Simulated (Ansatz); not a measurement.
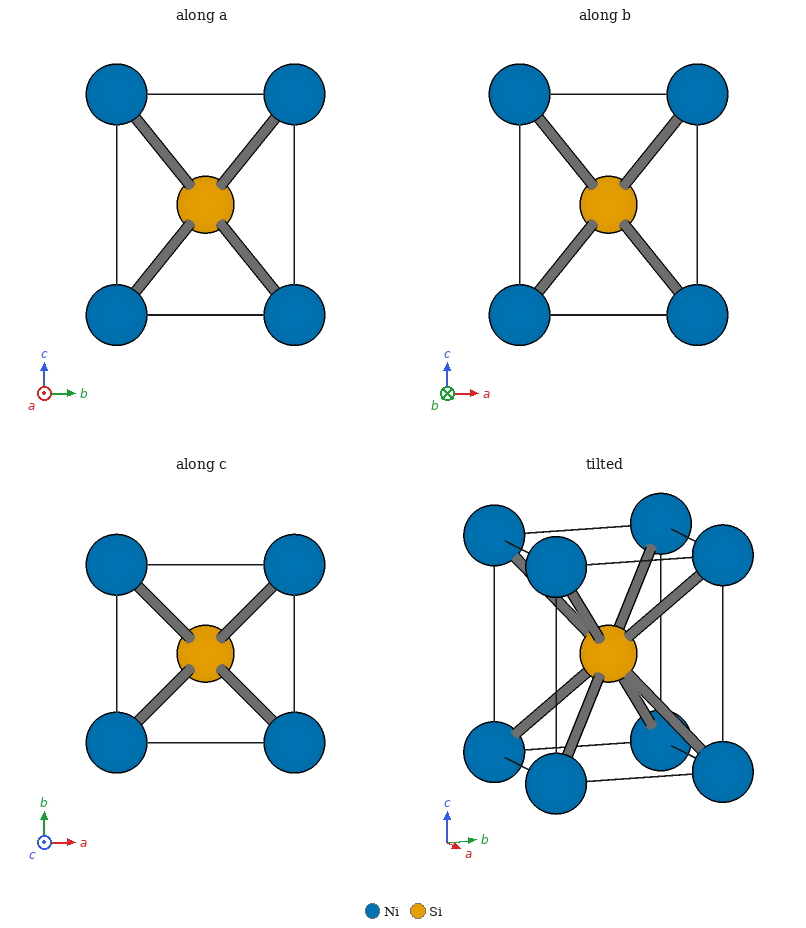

This ball-and-stick model is shown along the a axis, along the b axis, along the c axis and slightly off an axis. The conventional unit cell is outlined; an atom on or near a face, edge or corner is repeated at each equivalent position.

Lattice parameters: a = 2.638 Å, b = 2.638 Å, c = 3.273 Å, α = 90.00°, β = 90.00°, γ = 90.00°. Put a along x and b in the xy plane.

Q: Give the atomic positions as a POSCAR file.

A:
```
Ni Si
1.0
     2.638    0.000    0.000
     0.000    2.638    0.000
     0.000    0.000    3.273
Ni Si
1 1
Direct
  0.0000 0.0000 0.0000
  0.5000 0.5000 0.5000
```

Provenance: a structure type filled with these elements by a generator (whether the compound takes this form wasn't checked). Earlier steps of the study may have refined or changed the cell and positions. A calculation with Ansatz used it as input.
